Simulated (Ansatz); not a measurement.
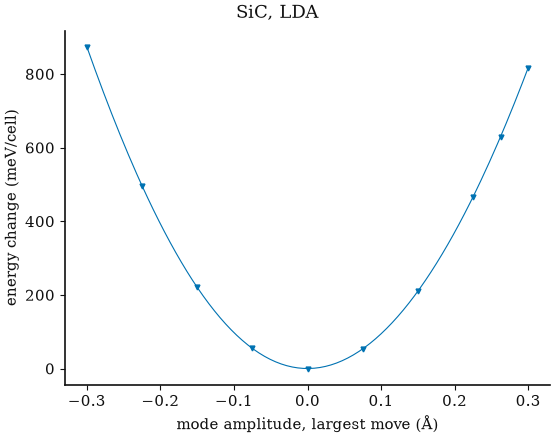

The plot gives the computed energy change against mode amplitude for SiC, space group P6_3mc (No. 186).

Starting cell:
```
CELL_PARAMETERS angstrom
3.07600 0.00000 0.00000
-1.53800 2.66389 0.00000
0.00000 0.00000 5.04800
ATOMIC_POSITIONS crystal
Si 0.33333 0.66667 0.00000
Si 0.66667 0.33333 0.50000
C 0.33333 0.66667 0.38500
C 0.66667 0.33333 0.88500
```

Displacement pattern for amplitude 1 (x, y, z for each atom, in the order of the cell):
| atom | x | y | z |
| --- | --- | --- | --- |
| Si1 | 0.00 | −1.00 | 0.00 |
| Si2 | 0.00 | 1.00 | 0.00 |
| C3 | 0.00 | 0.91 | 0.00 |
| C4 | 0.00 | −0.91 | 0.00 |

Calculation (Ansatz 0.2.0): a normal mode of the cell frozen into a crystal at growing amplitude, by plane-wave density functional theory with PAW datasets, free energies less that of the undisturbed cell, pressure positive in compression; scalar-relativistic. Level: LDA, no spin polarisation.

wave cutoff 420 eV; k mesh 12×12×6; occupations Gaussian; smearing width 0.05 eV; k shift (0, 0, 0) (mesh steps); start as given.

From this curve and the settings, what does the calculation give for the force along the mode, pressure and gap on the k mesh at the same points?

The force along the mode falls from 5.6 eV/Å at mode amplitude −0.3000 Å to −5.3 eV/Å at 0.3000 Å, and changes sign near 0.000 Å. The pressure goes from −5.188 GPa at mode amplitude −0.3000 Å to −5.505 GPa at 0.3000 Å, not monotonically, with a high of −3.978 GPa at 0.0000 Å. The gap on the k mesh stays open and runs from 1.118 eV at mode amplitude −0.3000 Å to 1.281 eV at 0.3000 Å, with its largest value, 2.212 eV, at 0.0000 Å.

| mode amplitude, largest move (Å) | force along the mode (eV/Å) | pressure (GPa) | gap on the k mesh (eV) |
| --- | --- | --- | --- |
| −0.3000 | 5.6 | −5.188 | 1.118 |
| −0.2250 | 4.4 | −4.802 | 1.581 |
| −0.1500 | 3.0 | −4.400 | 1.929 |
| −0.0750 | 1.5 | −4.094 | 2.142 |
| 0.0000 | 0.0 | −3.978 | 2.212 |
| 0.0750 | −1.4 | −4.102 | 2.146 |
| 0.1500 | −2.8 | −4.456 | 1.957 |
| 0.2250 | −4.1 | −4.966 | 1.663 |
| 0.2625 | −4.7 | −5.242 | 1.482 |
| 0.3000 | −5.3 | −5.505 | 1.281 |

Note: reference crystal is not relaxed.
